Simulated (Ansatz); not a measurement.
System: Cd.

```cif
data_structure
_symmetry_space_group_name_H-M 'P 1'
_symmetry_Int_Tables_number 1
_cell_length_a 3.0661
_cell_length_b 3.0841
_cell_length_c 3.1292
_cell_angle_alpha 62.852
_cell_angle_beta 63.240
_cell_angle_gamma 60.592
_cell_volume 21.94
loop_
_atom_site_label
_atom_site_type_symbol
_atom_site_fract_x
_atom_site_fract_y
_atom_site_fract_z
_atom_site_occupancy
Cd1 Cd 0.00000 0.00000 0.00000 1
```

Space group P-1; a structure from a database of computed crystals, not necessarily the ambient phase; changed on purpose from its base cell (cell strained at random at fixed volume).

All numbers below come from Ansatz, Kohn-Sham DFT of a periodic cell, r2SCAN with D4, SSSP precision PAW.

What will maps of the electron localisation function show?

Answer. Cd–Cd (3.07 Å): the ELF is about 0.25 at the midpoint: no shared electron pair shows on this line.
Cd–Cd (3.24 Å): the ELF is about 0.20 at the midpoint; no shared electron pair shows on this line.

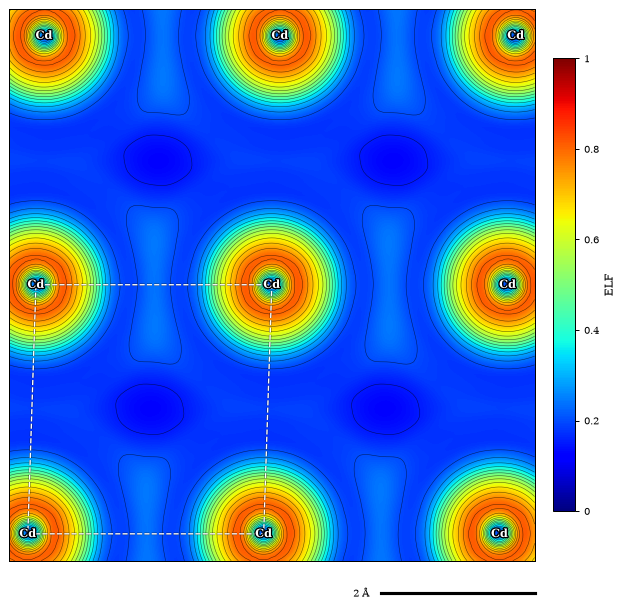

Computed electron localisation function on the (011) plane of the conventional cell. 
